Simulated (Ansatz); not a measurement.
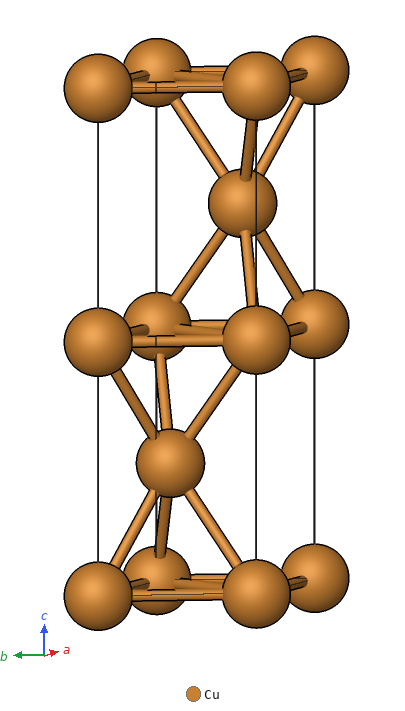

Figure: ball-and-stick view from a general direction. The parallelepiped is the unit cell.

Cu, a = 2.53 Å, b = 2.58 Å, c = 8.26 Å, α = 90.00°, β = 90.00°, γ = 119.39°.

Calculation details: DFT r2SCAN, scalar-relativistic, plane waves, PAW in Ansatz; a plane-wave cutoff of 500 eV, k-points on a 24×24×6 grid, Gaussian smearing of 0.15 eV, no spin polarisation.

### Is the electronic structure metallic or gapped?

A metal: bands cross the Fermi level.

### What is the computed pressure?

The computed pressure is -3.7 GPa (stretched: it would shrink). The stress isn't hydrostatic: its largest component is 6.2 GPa.

The cell started as a structure listed in the Materials Project. The cell was then strained or its atoms displaced on purpose. An electronic-structure calculation with Ansatz was run on it.
